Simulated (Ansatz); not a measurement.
Run report: W$_{16}$HS$_{32}$ (charge −1), geometry relaxation (part 2 of 3)

The same run, continued: W$_{16}$HS$_{32}$ (defect cell, 49 atoms in the cell, total charge −1); DFT PBE, scalar-relativistic, plane waves, PAW, no spin polarisation (Ansatz 0.2.0); cutoff 420 eV, 1×1×1 k-mesh, Gaussian smearing of 0.01 eV. The structure derives from a Materials Project entry. It belongs to a series of runs on one base structure; here: H interstitial, charge -1, atoms relaxed at the host's cell.

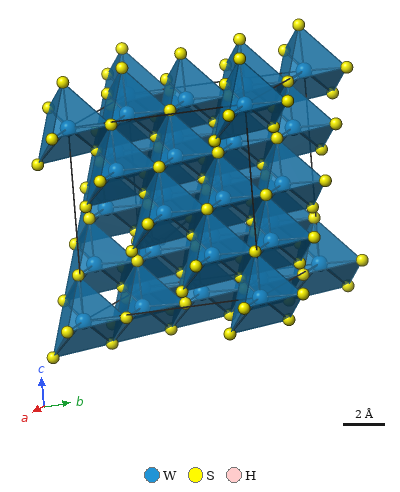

The geometry at step 5 of the log (polyhedral view of the cell of the calculation, seen slightly off an axis; polyhedra are completed across the faces of the cell).

### Output, continued
```
--- Forces (eV/Å), atoms counted from 1 ---
  atom   1  W     -0.00137642     0.01463866    -0.00884358
  atom   2  W      0.01198924    -0.00851135    -0.00884358
  atom   3  W     -0.00561767    -0.00694479     0.00011890
  atom   4  W     -0.00212111     0.01140103     0.00079259
  atom   5  W     -0.00882320    -0.00139265     0.00011890
  atom   6  W     -0.00955602    -0.00551717    -0.01197354
  atom   7  W      0.00881303    -0.00753744     0.00079259
  atom   8  W      0.00239329     0.00551923    -0.00138204
  atom   9  W      0.00221560     0.00127918    -0.00384382
  atom  10  W     -0.00755013     0.00403023     0.00632071
  atom  11  W     -0.00028478    -0.00855372     0.00632071
  atom  12  W     -0.00179058    -0.00103379     0.00754843
  atom  13  W      0.00597644    -0.00068697    -0.00138204
  atom  14  W     -0.00281874    -0.00625040    -0.00103650
  atom  15  W     -0.00342956    -0.00198006     0.01999134
  atom  16  W     -0.00682238     0.00068409    -0.00103650
  atom  17  S     -0.00698490     0.00102560     0.00372653
  atom  18  S     -0.00260426    -0.00656190     0.00372653
  atom  19  S      0.01276469    -0.01568797     0.00661383
  atom  20  S      0.00026711     0.00003617     0.00396992
  atom  21  S     -0.00720384     0.01889853     0.00661383
  atom  22  S      0.00355668     0.00205345     0.00213319
  atom  23  S      0.00016488     0.00021324     0.00396992
  atom  24  S      0.00533136    -0.00098642    -0.00461228
  atom  25  S      0.00693322     0.00400290     0.00357696
  atom  26  S     -0.00120351    -0.00013350     0.00195544
  atom  27  S     -0.00071737    -0.00097552     0.00195544
  atom  28  S     -0.00047625    -0.00027496    -0.00095239
  atom  29  S      0.00181141     0.00511030    -0.00461228
  atom  30  S      0.00276799    -0.01049069     0.00101858
  atom  31  S      0.00167994     0.00096992     0.00618136
  atom  32  S     -0.00770121     0.00764249     0.00101858
  atom  33  S     -0.00467979     0.00109350    -0.00402251
  atom  34  S     -0.00139290    -0.00459957    -0.00402251
  atom  35  S     -0.00471422     0.00223627    -0.00826475
  atom  36  S      0.00340785    -0.00743652     0.00543730
  atom  37  S     -0.00042045    -0.00520077    -0.00826475
  atom  38  S      0.00445999     0.00257497    -0.00100989
  atom  39  S     -0.00473629     0.00666954     0.00543730
  atom  40  S      0.00303339     0.00440453    -0.00394066
  atom  41  S     -0.00213172    -0.00123075     0.00211006
  atom  42  S     -0.00200316     0.00044288    -0.00739364
  atom  43  S     -0.00061803    -0.00195623    -0.00739364
  atom  44  S      0.00153388     0.00088558     0.00348084
  atom  45  S      0.00533113     0.00042472    -0.00394066
  atom  46  S     -0.00007354    -0.00226553     0.00002331
  atom  47  S      0.00334025     0.00192849     0.01268295
  atom  48  S     -0.00199878     0.00106908     0.00002331
  atom  49  H      0.01210233     0.00698729    -0.02097350
  max |Σ_I F_I| component: 8.57e-5 eV/Å
--- Charged-cell corrections in eV (Makov–Payne, q = -1.000 e, ε = [11.589, 11.589, 3.207]) ---
  F (periodic)     = -195068.668681  (uncorrected; the corrections below are reported, never added to it)
  E_corr1          = +0.265606  (monopole, q²α_M/2ε̄L, of the cell on which ε is isotropic)
  F Makov-Payne    = -195068.403075  (F + E_corr1; no measured alignment; for a localised charge, not one spread in a band: unchecked)
  no potential alignment in this run, which stands beside a crystal: run the host's input off ansatz write-host-input, and read the two finished runs by ansatz place-levels (neither reads a slab, a wire or a sheet, whose cell leaves a vacuum)
--- Band table (eV) ---
  k-point 0: bands = ["-66.0364", "-66.0358", "-66.0177", "-66.0137", "-66.0135", "-66.0117", "-66.0089", "-66.0073", "-66.0003", "-65.9715", "-65.9659", "-65.9430", "-65.9389", "-65.8299", "-65.7579", "-65.7577", "-30.4692", "-30.4587", "-30.4411", "-30.4132", "-30.4055", "-30.3948", "-30.3750", "-30.3642", "-30.3254", "-30.3165", "-30.3071", "-30.3059", "-30.2997", "-30.2889", "-30.2853", "-30.2782", "-30.2744", "-30.2733", "-30.2680", "-30.2657", "-30.2649", "-30.2630", "-30.2593", "-30.2486",
      "-30.2455", "-30.2446", "-30.2384", "-30.2344", "-30.2261", "-30.2171", "-30.2139", "-30.2118", "-30.1956", "-30.1923", "-30.1863", "-30.1854", "-30.1770", "-30.1733", "-30.1401", "-30.1113", "-30.1010", "-30.0830", "-30.0662", "-30.0527", "-30.0229", "-29.9961", "-29.9459", "-29.9271", "-6.8212", "-5.9506", "-5.9257", "-5.9147", "-5.8903", "-5.8722", "-5.8236", "-5.2056", "-4.9832", "-4.8868", "-4.8726", "-4.8586", "-4.8475", "-4.8268", "-4.7867", "-4.7836",
      "-4.7713", "-4.7673", "-4.7265", "-4.7142", "-4.7058", "-4.6947", "-4.6150", "-4.4778", "-4.4673", "-4.4581", "-4.4471", "-4.4397", "-4.4223", "-4.3984", "-4.3926", "-4.3395", "1.3354", "1.4825", "1.4868", "1.5230", "2.0081", "2.2301", "2.2409", "2.2422", "2.2510", "2.2842", "2.3573", "2.4757", "2.4900", "2.5061", "2.5167", "2.5523", "2.6595", "2.6784", "2.6804", "2.6957", "2.7117", "2.7624", "2.7797", "2.8018",
      "2.8182", "3.3925", "3.4376", "3.4495", "3.4497", "3.4752", "3.5056", "3.5159", "3.5506", "3.5715", "3.6931", "3.7556", "3.7556", "3.7645", "3.7825", "3.7854", "3.9559", "4.0311", "4.0489", "4.0619", "4.0760", "4.0774", "4.3557", "4.4094", "4.4100", "4.4185", "4.4404", "4.4591", "4.5250", "4.5448", "4.5682", "4.5805", "4.5981", "4.6001", "4.6487", "4.6605", "4.7338", "5.1043", "5.1177", "5.2293",
      "5.2307", "5.2507", "5.2735", "5.2936", "5.3442", "5.4944", "5.7004", "5.7517", "5.8749", "5.8821", "5.8955", "5.9142", "5.9333", "5.9719", "5.9890", "6.0053", "6.0071", "6.0125", "6.0327", "6.0345", "6.0686", "6.1301", "6.1758", "6.2038", "6.2140", "6.2144", "6.2316", "6.3281", "6.3665", "6.6179", "6.6523", "6.6651", "7.0154", "7.0297", "7.0470", "7.0652", "7.0770", "7.0857", "7.0995", "7.1444",
      "7.1588", "7.2839", "7.3291", "7.3325", "7.3785", "7.3883", "7.4142", "7.6504", "9.0850", "10.2035", "10.2271", "10.2603", "10.2835", "10.2894", "10.3031", "10.3168", "10.3170", "10.3275", "10.3437", "10.3630", "10.4435", "10.4502", "10.4699", "10.4783", "10.4787", "10.5176", "10.7287", "10.7512", "10.7789", "10.7920", "10.8341", "10.8404", "10.9499", "10.9519", "11.0259", "11.0335", "11.0419", "11.0632", "11.0785", "11.1375",
      "11.1677", "11.1730", "11.1913", "11.2351", "11.2357", "11.2526", "11.2553", "11.2771", "11.3442", "11.3796", "11.3832", "11.4008", "11.4213", "11.4284", "11.8087", "11.8652", "11.8698", "11.9573"]
--- Relaxed structure (5 steps of the walk, 5 accepted, 0 SCFs on fresh bases) ---
  F+E_penalty+E_count = -195068.66868081 eV   max|allowed force component| = 2.097e-2 eV/Å
  atoms:
    - { symbol: W, position: [0.9983933537406304, 0.2497901686915373, 0.7476816022530157] }
    - { symbol: W, position: [0.24979016869153714, 0.9983933537406302, 0.7476816022530159] }
    - { symbol: W, position: [0.49883176563301956, 0.749171885535619, 0.748131815605701] }
    - { symbol: W, position: [1.0014407420872697, 0.49987946634162606, 0.49848399734431803] }
    - { symbol: W, position: [0.7491718855356192, 0.4988317656330197, 0.7481318156057011] }
    - { symbol: W, position: [0.24880849307515615, 0.24880849307515615, 0.4959894241771124] }
    - { symbol: W, position: [0.49987946634162617, 1.0014407420872697, 0.4984839973443181] }
    - { symbol: W, position: [0.9982673165821365, 0.7480575970842841, 0.24906618705841183] }
    - { symbol: W, position: [0.7491092230880365, 0.7491092230880365, 0.49796398730928193] }
    - { symbol: W, position: [0.24721955286882047, 0.4962905425134883, 0.24809658256399886] }
    - { symbol: W, position: [0.49629054251348836, 0.24721955286882047, 0.24809658256399886] }
    - { symbol: W, position: [0.9986919229351029, 0.9986919229351028, 0.9985449522970099] }
    - { symbol: W, position: [0.7480575970842842, 0.9982673165821365, 0.24906618705841166] }
    - { symbol: W, position: [0.24879960098728232, 0.7481361897714156, 0.998008518208652] }
    - { symbol: W, position: [0.49906243216823565, 0.49906243216823565, 0.9981870733915454] }
    - { symbol: W, position: [0.7481361897714155, 0.24879960098728232, 0.9980085182086518] }
    - { symbol: S, position: [0.5938820283967056, 0.8465607684810244, 0.3453452605059794] }
    - { symbol: S, position: [0.8465607684810244, 0.5938820283967056, 0.3453452605059794] }
    - { symbol: S, position: [0.10155049712534064, 0.3350708786353366, 0.3375058847900061] }
    - { symbol: S, position: [0.5958789969873657, 0.09445614107403016, 0.09461797456004364] }
    - { symbol: S, position: [0.33507087863533663, 0.10155049712534059, 0.33750588479000604] }
    - { symbol: S, position: [0.8453310028672651, 0.8453310028672651, 0.09553455659376336] }
    - { symbol: S, position: [0.09445614107403016, 0.5958789969873657, 0.09461797456004367] }
    - { symbol: S, position: [0.595279244694603, 0.34561762713852706, 0.8444008333210822] }
    - { symbol: S, position: [0.3443169448021788, 0.3443169448021787, 0.09414107072902439] }
    - { symbol: S, position: [0.8457838212671269, 0.09587531002359717, 0.8447618279096785] }
    - { symbol: S, position: [0.095875310023597, 0.8457838212671268, 0.8447618279096784] }
    - { symbol: S, position: [0.5960284900444123, 0.5960284900444123, 0.5948757945622531] }
    - { symbol: S, position: [0.3456176271385272, 0.5952792446946031, 0.8444008333210824] }
    - { symbol: S, position: [0.8470293262442059, 0.3466675347304307, 0.5931223212577204] }
    - { symbol: S, position: [0.09528277211497596, 0.0952827721149761, 0.5959821717812743] }
    - { symbol: S, position: [0.34666753473043077, 0.8470293262442058, 0.5931223212577202] }
    - { symbol: S, position: [0.7356942489712616, 0.9855567774702112, 0.48520791393064466] }
    - { symbol: S, position: [0.9855567774702115, 0.7356942489712615, 0.4852079139306448] }
    - { symbol: S, position: [0.23719847820494094, 0.48458124647182915, 0.48373589577429804] }
    - { symbol: S, position: [0.7340931773440162, 0.23514033762122633, 0.2347822887388038] }
    - { symbol: S, position: [0.48458124647182926, 0.23719847820494094, 0.4837358957742982] }
    - { symbol: S, position: [0.984892967199916, 0.9848929671999158, 0.2349458926146502] }
    - { symbol: S, position: [0.23514033762122635, 0.734093177344016, 0.23478228873880388] }
    - { symbol: S, position: [0.7352248299138847, 0.4851285932328967, 0.9848739193928113] }
    - { symbol: S, position: [0.4838570484623939, 0.48385704846239386, 0.23510009196712411] }
    - { symbol: S, position: [0.9847701813749519, 0.23513094326819195, 0.9846166620438419] }
    - { symbol: S, position: [0.23513094326819234, 0.9847701813749521, 0.9846166620438421] }
    - { symbol: S, position: [0.7354525443856503, 0.7354525443856503, 0.7346615056600507] }
    - { symbol: S, position: [0.48512859323289687, 0.7352248299138846, 0.9848739193928113] }
    - { symbol: S, position: [0.9856397277498785, 0.48578332101202154, 0.7350961515189746] }
    - { symbol: S, position: [0.23503244334308487, 0.23503244334308482, 0.7352390031321621] }
    - { symbol: S, position: [0.4857833210120218, 0.9856397277498785, 0.7350961515189749] }
    - { symbol: H, position: [0.1971239962428563, 0.1971239962428563, 0.24643820242878392] }
```
